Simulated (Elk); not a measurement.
**How CdS (Hawleyite) absorbs and reflects light**

Aim: the dielectric function of CdS (Hawleyite), and the optical constants that follow from it.

Calculated with Elk 11.2.3 (patched build); DFT, mBJ, all-electron APW+lo, Dirac cores, scalar-relativistic bands with second-variational spin-orbit coupling, independent-particle optical response without local fields.

### Step 1. Starting point

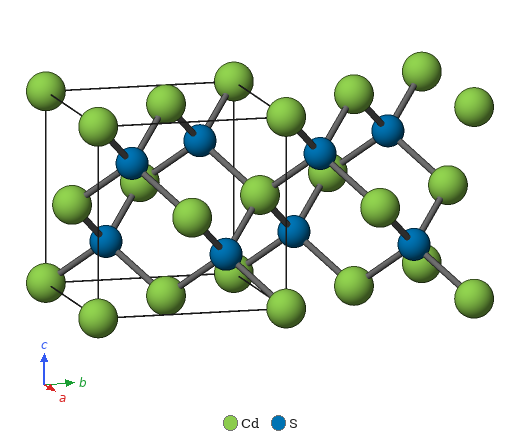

The starting structure, seen slightly off an axis (cadmium green, sulfur blue). 1×2×1 cells are drawn. This picture shows the conventional cell, with its axes. Bonds to atoms that aren't drawn are left out. Some periodic images of atoms are drawn too.

### Step 2. Spectrum

The spectrum is a sum over vertical transitions between filled and empty bands at the fixed density, so many empty bands are needed.

Contents of elk.in:

```
tasks
  121

optcomp
  1 1

xctype
  100 208 12

metagga
  .true.

nempty
  12

lorbcnd
  .true.

rgkmax
  7.0

spinorb
  .true.

cmagz
  .true.

swidth
  0.0055124

wplot
  400 100 0
  0.0 0.58799

sppath
  './'

avec
  0.000000000000 5.511386242471 5.511386242471
  5.511386242471 0.000000000000 5.511386242471
  5.511386242471 5.511386242471 0.000000000000

atoms
  2
  'Cd.in'
  1
  0.000000000000 0.000000000000 0.000000000000   0.000 0.000 0.000
  'S.in'
  1
  0.750000000000 0.750000000000 0.750000000000   0.000 0.000 0.000

ngridk
  9 9 9
```

On the command line:

```sh
OMP_NUM_THREADS=4 elk
```

The log of the run:

```text
┌─────────────────────────────────┐
│ Elk code version 11.2.3 started │
└─────────────────────────────────┘

Info(readinput): parameters set by metagga option
 lmaxi : 2
 gmaxvr :    16.00000000
 nrmtscf :    3.000000000
 msmgmt : 4
 epspot :    1000000.000
 epsengy :   0.1000000000E-05
 rminall :   0.1000000000E-04

┌────────────────────┐
│ Current task : 121 │
└────────────────────┘

Warning(chksvso): spin-orbit splittings by the second variation are low [figures from our tests cut]: local-orbitals by j (lorbdm 7 and 8, zora) mend levels alone
Info(checkmt): changed muffin-tin radius of species 1 (Cd) from   2.6000 to   2.5583
Info(checkmt): changed muffin-tin radius of species 2 (S) from   2.2000 to   2.1647

Info(dielectric):
 dielectric tensor written to EPSILON_ij.OUT
 optical conductivity written to SIGMA_ij.OUT
 for components
  i = 1, j = 1

┌──────────────────┐
│ Elk code stopped │
└──────────────────┘
```

The job ended after 3.7 s (4 threads of Arm Neoverse V1, shared host; peak memory 0.05 GiB; 15 s of CPU time).

Read-outs, printed or worked out from the files:

```
electronic dielectric constant ε∞, mean over x, y and z (by symmetry where fewer were run) : 4.349
main peak of Im epsilon, first axis                                                        : 7.078 eV
```

The Im ε, E ∥ x has structure finer than the step of the table below, so its rows give means over 1 eV, whole bins alone (the curve runs from 0 to 16.0 eV). Peaks (eV: height): 5.3: 4.71, 7.1: 8.14, 8.5: 7.29.

Values under the direct gap are tails of Lorentzian lines. Im ε, E ∥ x against photon energy; means over each step:

```
photon energy (eV)  Im ε, E ∥ x
                 1       0.0278
                 2       0.0924
                 3        0.624
                 4         1.35
                 5         3.10
                 6         4.39
                 7         6.63
                 8         6.04
                 9         4.80
                10         2.54
                11         1.65
                12         1.52
                13         1.30
                14        0.865
                15        0.827
```

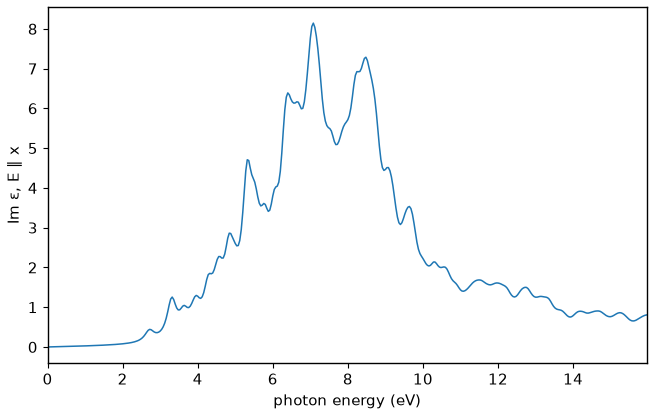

Im ε, E ∥ x against photon energy.

Re ε, E ∥ x against photon energy:

```
photon energy (eV)  Re ε, E ∥ x
                 0         4.35
                 1         4.43
                 2         4.75
                 3         5.46
                 4         5.74
                 5         5.94
                 6         5.87
                 7         4.11
                 8         2.02
                 9        -1.59
                10        -1.49
                11       -0.689
                12       -0.340
                13       -0.337
                14      -0.0371
                15       0.0467
```

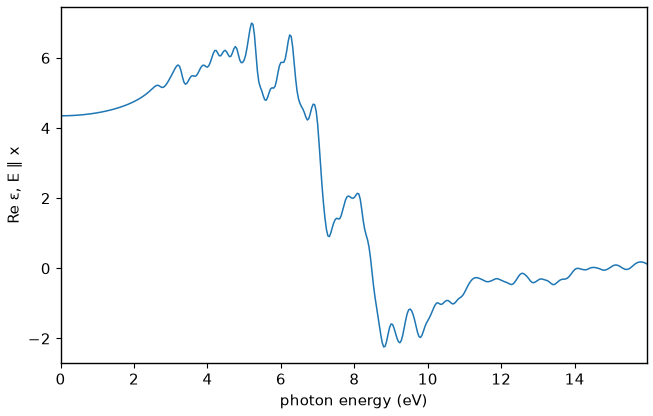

Re ε, E ∥ x, plotted against photon energy.

The reflectivity at normal incidence, E ∥ x has structure finer than the step of the table below, so its rows give means over 1 eV, whole bins alone (the curve runs from 0 to 16.0 eV). Peaks (eV: height): 5.3: 24.8, 7.2: 34.0, 8.8: 43.7, 9.2: 43.4, 9.8: 44.4, 12.3: 26.9, 13.4: 29.1.

Table of reflectivity at normal incidence, E ∥ x by photon energy; means over each step:

```
photon energy (eV)  reflectivity at normal incidence, E ∥ x (%)
                 1                                         12.7
                 2                                         13.9
                 3                                         16.0
                 4                                         18.0
                 5                                         21.5
                 6                                         23.3
                 7                                         29.8
                 8                                         29.4
                 9                                         40.7
                10                                         38.2
                11                                         29.5
                12                                         24.7
                13                                         24.6
                14                                         21.6
                15                                         17.1
```

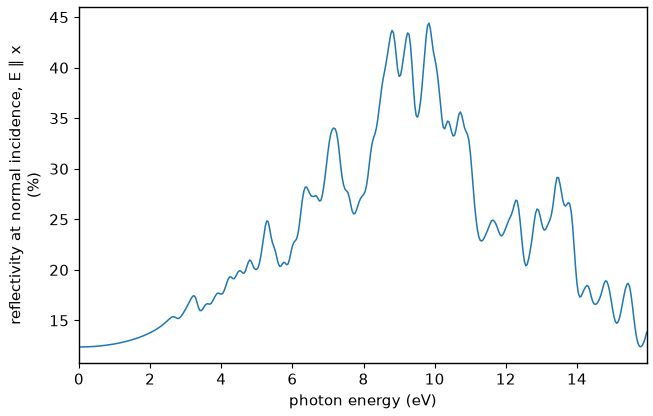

Reflectivity at normal incidence, E ∥ x against photon energy.

Table of refractive index n and extinction k by photon energy:

```
photon energy (eV)      n        k
                 0   2.09        0
                 1   2.11  0.00642
                 2   2.18   0.0183
                 3   2.34   0.0855
                 4   2.41    0.265
                 5   2.49    0.522
                 6   2.54    0.749
                 7   2.54     1.53
                 8   2.01     1.42
                 9   1.25     1.78
                10  0.770     1.44
                11  0.672     1.07
                12  0.807    0.996
                13  0.693    0.904
                14  0.613    0.642
                15  0.636    0.599
```

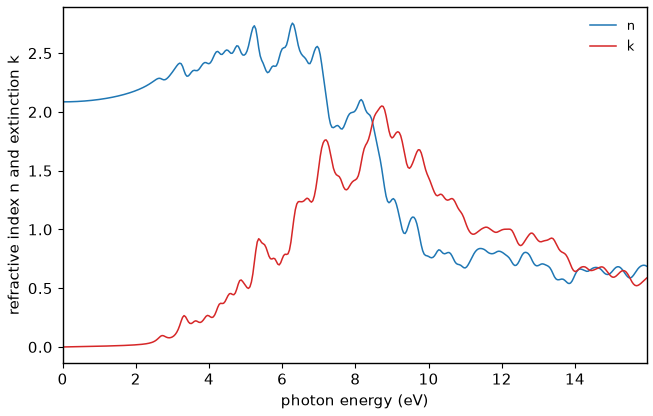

Refractive index n and extinction k against photon energy.

The loss function −Im 1/ε at q → 0, E ∥ x has structure finer than the step of the table below, so its rows give means over 1 eV, whole bins alone (the curve runs from 0 to 16.0 eV). Peaks (eV: height): 14.0: 1.30, 15.6: 1.51.

Values under the direct gap are tails of Lorentzian lines. The loss function −Im 1/ε at q → 0, E ∥ x by energy loss; means over each step:

```
energy loss (eV)  loss function −Im 1/ε at q → 0, E ∥ x
               1                                0.00140
               2                                0.00394
               3                                 0.0207
               4                                 0.0369
               5                                 0.0644
               6                                 0.0864
               7                                  0.122
               8                                  0.155
               9                                  0.190
              10                                  0.315
              11                                  0.532
              12                                  0.625
              13                                  0.719
              14                                   1.11
              15                                   1.21
```

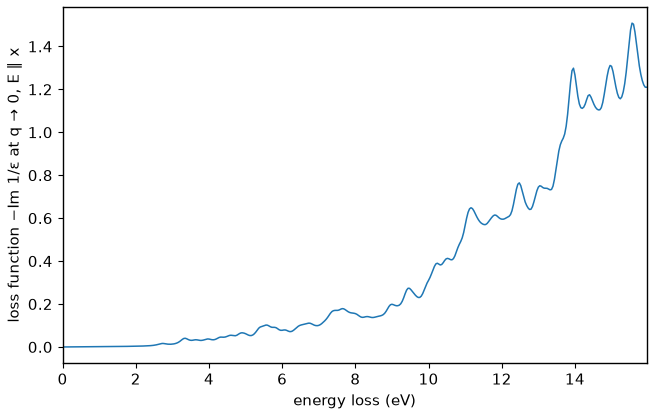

Loss function −Im 1/ε at q → 0, E ∥ x against energy loss.

At chosen wavelengths:

```
wavelength (nm)     n      k  R (%)     1/α
           1550  2.10  0.005   12.6   25 µm
           1064  2.11  0.008   12.8   11 µm
            633  2.18  0.017   13.7  2.9 µm
            450  2.27  0.096   15.2  375 nm
            405  2.37  0.101   16.5  319 nm
            308  2.42  0.259   17.6   95 nm
            193  2.59  1.228   28.0   13 nm
```

Below the direct gap, k and the depth come from the tails of the Lorentzian lines, not from transitions.

### Step 3. What came out

| Quantity | Value |
| --- | --- |
| electronic dielectric constant ε∞, mean over x, y and z (by symmetry where fewer were run) (independent particles) | 4.35 |
| main peak of Im epsilon, first axis | 7.08 eV |

What this shows: At this level (TB-mBJ, independent particles) CdS has ε∞ = 4.35 and n = 2.10 at 1550 nm, and Im ε peaks at 7.1 eV. Distinct maxima of Im ε, read by a parabola through the highest points, lie at 5.34 eV (4.7), 6.41 eV (6.4), 7.08 eV (8.1) and 8.47 eV (7.3). Excitons and phonon-assisted transitions are missing, and so are local fields. The sum runs over mesh points, so small or evenly spaced maxima can still be ripples of the mesh. TB-mBJ gaps from this build of Elk lie 0.1 to 0.25 eV off published all-electron values in test cases.

[Machine, clock and banner lines and Python warnings are left out of the logs.]

[Logs are printed without paths, hosts, clocks, repeated set-up lines and the standing remarks that a program may print on its own settings, such as how far it seeks lower states.]

[Hosts, paths, dates, database ids (printed as entryN), source tags and the programs' standing remarks are cut or masked in the printed files.]
